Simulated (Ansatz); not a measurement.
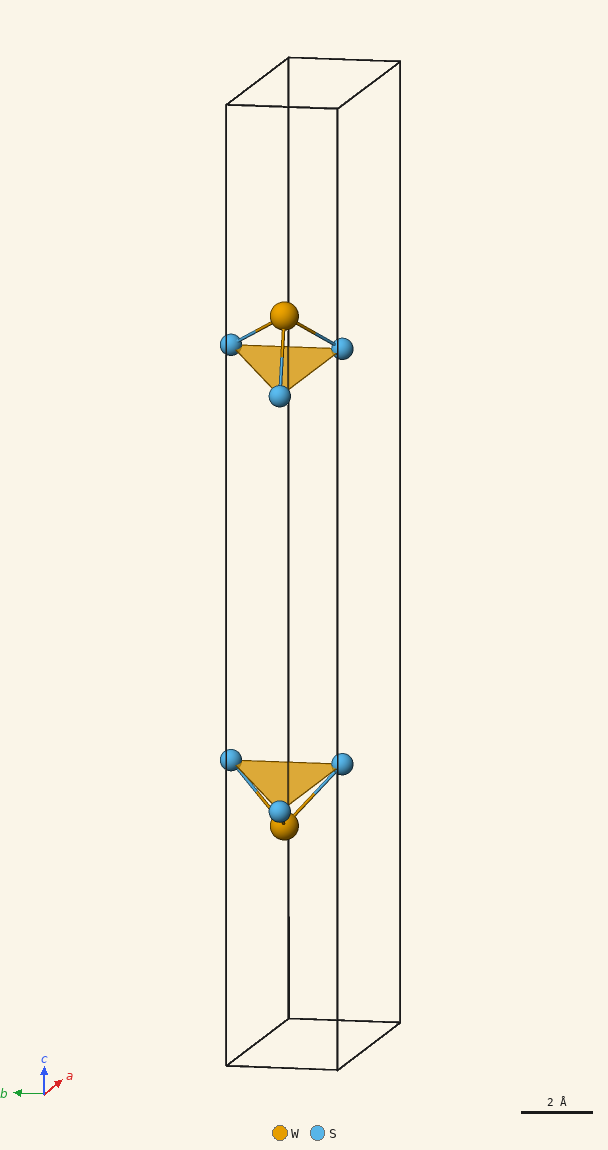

An orthographic polyhedral view of the structure, from a general direction. Atoms at the boundary of the simulation cell (the box) are drawn once for each face, edge or corner they touch. A few atoms beyond the faces are included.

Summary of the structure:

The formula is WS. The cell has 4 atoms, namely 2 W, 2 S. The coordination shell of W holds three S in a trigonal pyramidal arrangement at about 2.4 Å. S bonds to three W in a trigonal pyramidal arrangement at about 2.4 Å. Not all metal-metal contacts are counted. The bonds build WS layers parallel to (001).

It goes back to a structure listed in the Materials Project, from which a slab was cut. Earlier steps of the study, as a rule a relaxation of our own, may have changed the cell and positions, so they can lie some per cent off the listed ones. It went into a calculation with Ansatz.

At this level of theory the run's own cell isn't at rest (forces up to 0.7 eV/Å), so its distances can differ from those at equilibrium, the more so the softer the solid.
